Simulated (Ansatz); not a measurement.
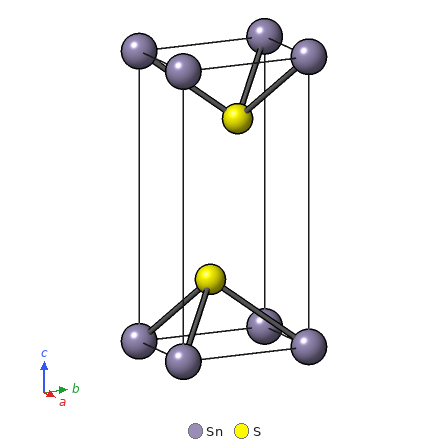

System: a slab cut from SnS₂ (slab content Sn₆S₁₂), space group P-3m1 (No. 164). The picture shows the bulk cell.

Starting cell:
```xyz
3
Lattice="3.6513 0.0000 0.0000 -1.8257 3.1621 0.0000 0.0000 0.0000 6.0589" Properties=species:S:1:pos:R:3 pbc="T T T"
Sn    0.0000    0.0000    0.0000
S     1.8257    1.0540    1.4738
S     0.0000    2.1081    4.5851
```

One of the inputs:
```
crystal:
  lattice:
    - [3.6513143003, 0.0, 0.0]
    - [0.0, 8.7582410527, 0.0]
    - [0.0, 0.0, 26.6078113952]
  atoms:
    - { symbol: S, position: [0.0, 0.4640236812, 0.2818721122] }
    - { symbol: Sn, position: [0.5, 0.2607089299, 0.2944635038] }
    - { symbol: S, position: [0.0, 0.0573941785, 0.3070548954] }
    - { symbol: S, position: [0.5, 0.7247326111, 0.3640867107] }
    - { symbol: Sn, position: [0.0, 0.5214178597, 0.3766781023] }
    - { symbol: S, position: [0.5, 0.3181031084, 0.3892694939] }
    - { symbol: S, position: [0.0, 0.985441541, 0.4463013092] }
    - { symbol: Sn, position: [0.5, 0.7821267896, 0.4588927008] }
    - { symbol: S, position: [0.0, 0.5788120383, 0.4714840924] }
    - { symbol: S, position: [0.5, 0.2461504708, 0.5285159076] }
    - { symbol: Sn, position: [0.0, 0.0428357195, 0.5411072992] }
    - { symbol: S, position: [0.5, 0.8395209681, 0.5536986908] }
    - { symbol: S, position: [0.0, 0.5068594007, 0.6107305061] }
    - { symbol: Sn, position: [0.5, 0.3035446494, 0.6233218977] }
    - { symbol: S, position: [0.0, 0.100229898, 0.6359132893] }
    - { symbol: S, position: [0.5, 0.7675683306, 0.6929451046] }
    - { symbol: Sn, position: [0.0, 0.5642535792, 0.7055364962] }
    - { symbol: S, position: [0.5, 0.3609388279, 0.7181278878] }
basis:
  ecutwfc: 420
kpoints:
  mp_grid: { grid: [7, 3, 1] }
hamiltonian:
  xc: pbesol
scf:
  occupations: { method: gaussian, width: 0.05 }
output:
  forces: true
  eigenvalues: true
  write_density: true
  write_potential: true
  elf: true
  volumetric_format: npy
relax:
  adjacent_minimum: "off"
  f_tol: 0.02
  max_steps: 60
efield:
  axis: 3
  dipole_correction: true
  ramp_width: 0.04
```

Command:
```bash
ansatz run input.yaml --threads 2 --pin off --max-ram 5120MiB --backend cpu --events-out ev --progress --plain --runs-dir out
```

Computed with Ansatz 0.2.0: spacing and rumpling of the atomic planes of a slab cut from the relaxed bulk cell along the Miller plane (conventional indices), bottom to top, after all atoms relax, plane waves with PAW datasets, Γ-centred k mesh. Level: PBEsol, no spin polarisation.

space group in which the indices count 164; Miller index h 1; Miller index k 0; Miller index l 2; top plane S; bottom plane S; planes 18; surface cell (1, 1); slab thickness as cut 11.61 Å; vacuum 15 Å; surface area 31.98 Å²; surface a 3.651 Å; surface b 8.758 Å; surface angle 90 °; slab atoms 18; wave cutoff 420 eV; k mesh 7×3×1; occupations Gaussian; smearing width 0.05 eV; boundary dipole corrected.

Predict the spacing change of each pair of planes. The cases: 1–2; 2–3; 3–4; 4–5; 5–6; 6–7; 7–8; 8–9; 9–10; 10–11; 11–12; 12–13; 13–14; 14–15; 15–16; 16–17; 17–18.

The least value, −0.648 Å, is that of 2–3 and 16–17, and the largest, 0.363 Å, that of 3–4 and 15–16.

```json
{"pair of planes": "1–2", "spacing change (Å)": "0.211", "spacing to next (Å)": "0.546", "content of the two planes": "S and Sn"}
{"pair of planes": "2–3", "spacing change (Å)": "-0.648", "spacing to next (Å)": "-0.313", "content of the two planes": "Sn and S"}
{"pair of planes": "3–4", "spacing change (Å)": "0.363", "spacing to next (Å)": "1.881", "content of the two planes": "S and S"}
{"pair of planes": "4–5", "spacing change (Å)": "0.020", "spacing to next (Å)": "0.355", "content of the two planes": "S and Sn"}
{"pair of planes": "5–6", "spacing change (Å)": "0.144", "spacing to next (Å)": "0.479", "content of the two planes": "Sn and S"}
{"pair of planes": "6–7", "spacing change (Å)": "-0.158", "spacing to next (Å)": "1.359", "content of the two planes": "S and S"}
{"pair of planes": "7–8", "spacing change (Å)": "0.001", "spacing to next (Å)": "0.336", "content of the two planes": "S and Sn"}
{"pair of planes": "8–9", "spacing change (Å)": "0.010", "spacing to next (Å)": "0.345", "content of the two planes": "Sn and S"}
{"pair of planes": "9–10", "spacing change (Å)": "-0.010", "spacing to next (Å)": "1.507", "content of the two planes": "S and S"}
{"pair of planes": "10–11", "spacing change (Å)": "0.010", "spacing to next (Å)": "0.345", "content of the two planes": "S and Sn"}
{"pair of planes": "11–12", "spacing change (Å)": "0.001", "spacing to next (Å)": "0.336", "content of the two planes": "Sn and S"}
{"pair of planes": "12–13", "spacing change (Å)": "-0.158", "spacing to next (Å)": "1.359", "content of the two planes": "S and S"}
{"pair of planes": "13–14", "spacing change (Å)": "0.143", "spacing to next (Å)": "0.479", "content of the two planes": "S and Sn"}
{"pair of planes": "14–15", "spacing change (Å)": "0.020", "spacing to next (Å)": "0.355", "content of the two planes": "Sn and S"}
{"pair of planes": "15–16", "spacing change (Å)": "0.363", "spacing to next (Å)": "1.881", "content of the two planes": "S and S"}
{"pair of planes": "16–17", "spacing change (Å)": "-0.648", "spacing to next (Å)": "-0.313", "content of the two planes": "S and Sn"}
{"pair of planes": "17–18", "spacing change (Å)": "0.211", "spacing to next (Å)": "0.546", "content of the two planes": "Sn and S"}
```

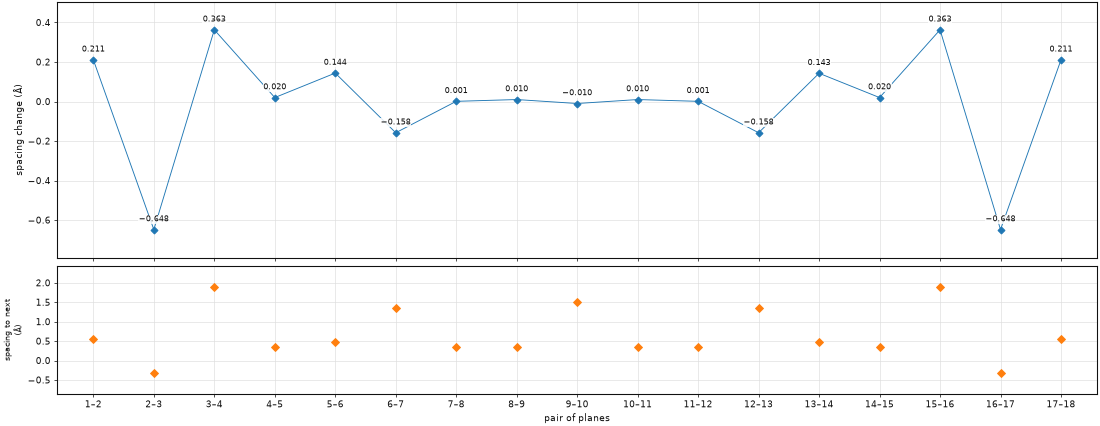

Note: odd k mesh can miss points on the zone edge; xc potential rough in thin density.
